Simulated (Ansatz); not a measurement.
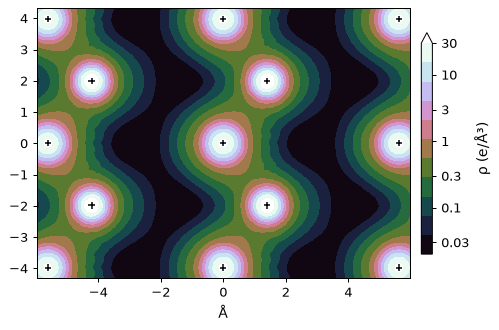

The valence electron density on a plane through atoms (crosses mark nuclei in the plane).

Theory: Kohn-Sham DFT of a periodic cell, HSEsol, Ansatz PAW in Ansatz 0.2.0.

Candidates:
A. GaAs, a = 5.62 Å, b = 5.62 Å, c = 5.62 Å, α = 90.00°, β = 90.00°, γ = 90.00°. Space group F-43m.
B. Rh, a = 3.77 Å, b = 3.77 Å, c = 3.77 Å, α = 90.00°, β = 90.00°, γ = 90.00°. Space group Fm-3m; computed pressure about −4 GPa in this cell.

**Which candidate gave the map?**

Candidate A: GaAs on the (110) plane of the conventional cell, which holds As and Ga. Ga–As (2.43 Å): ρ at the midpoint is about 0.52 e/Å³.
